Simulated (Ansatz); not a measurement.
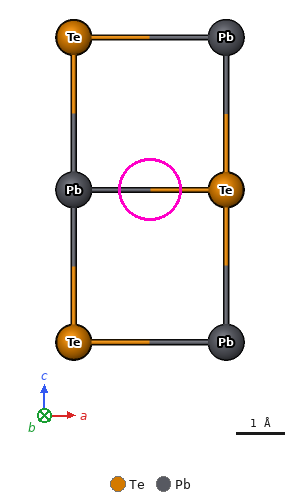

Perfect TePb. The picture is a ball-and-stick view of the atoms within 4.6 Å of one point, in a slice 3.4 Å thick across the line of sight, seen along the b axis.

The calculation used DFT, PBEsol, PAW, plane waves (Ansatz). Set-up: plane-wave cutoff 420 eV; k-point mesh 1 × 1 × 1; mesh shifted by (0.25, 0.25, 0.25); collinear spin. Fermi-Dirac smearing of 0.01 eV. A uniform background neutralises the charged cell. The axes drawn are those of the host's conventional cell.

An extra lead atom is put between the host's atoms (an interstitial) at the ringed place, in charge state +1. The supercell has 64 sites, and the atoms are relaxed at the host's cell.

Question: Predict the relaxed surroundings of the defect.

Answer: The Pb atom starts with 2 Pb at 2.27 to 2.28 Å, 2 Te at 2.28 Å around its place and ends with 4 Te at 2.99 to 3.24 Å, 4 Pb at 3.05 to 3.25 Å. Of the host's atoms, a lead atom moves furthest from its site, by 0.58 Å. The Pb atom itself moves 1.35 Å from where it was put. The cell's net moment is 0.97 μB.

The relaxed defect, seen from the same direction:

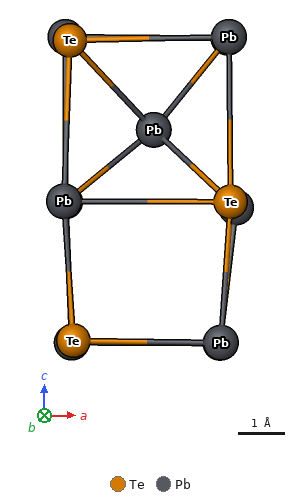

Limits of the set-up: the cell is charged, on a uniform background, and energies carry no finite-size correction.
